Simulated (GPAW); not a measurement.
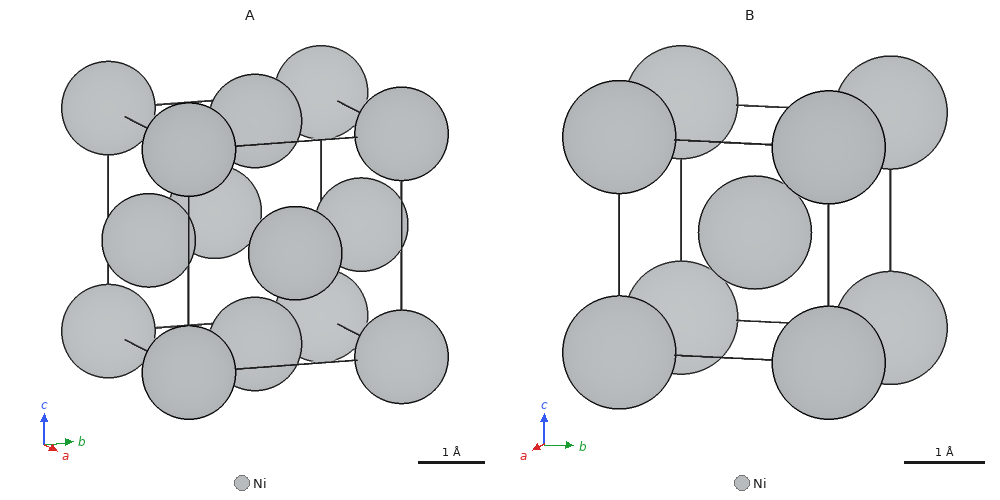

Two structures of Ni, each relaxed (cell and atoms) at zero pressure; conventional cells in solid outline, small ones repeated, each panel with its own scale. Alike in all runs: GPAW 26.7.0; functional PBEsol; dispersion D4; potentials PAW data sets generated in the run's folder for this functional; cutoff 600 eV; occupations fermi-dirac, width 0.05 eV; collinear spin, ferromagnetic start; no spin-orbit coupling. The k meshes have like spacings.

**Give the type and space group of each panel.**

A: face-centred cubic (Cu type), Fm-3m; B: body-centred cubic (W type), Im-3m.

**Which of these is lowest in energy, and how far above it do the others lie?**

A, then B (+117 meV/atom), static energies at zero smearing.

**Collect the results in a table.**

| panel | space group | E − E(lowest) (meV/atom) | volume (Å³/atom) | moment (μB/atom) |
| --- | --- | --- | --- | --- |
| A | Fm-3m | 0 | 10.4 | 0.63 |
| B | Im-3m | 117 | 10.5 | 0.57 |

The starts are database entries or structure types tried for this composition, and the most stable form need not be among them. Each run keeps the magnetic state that it reached from its start.

Caveat: each step starts from the last one's moments, so a moment once lost doesn't come back; later steps reuse the first step's grids.
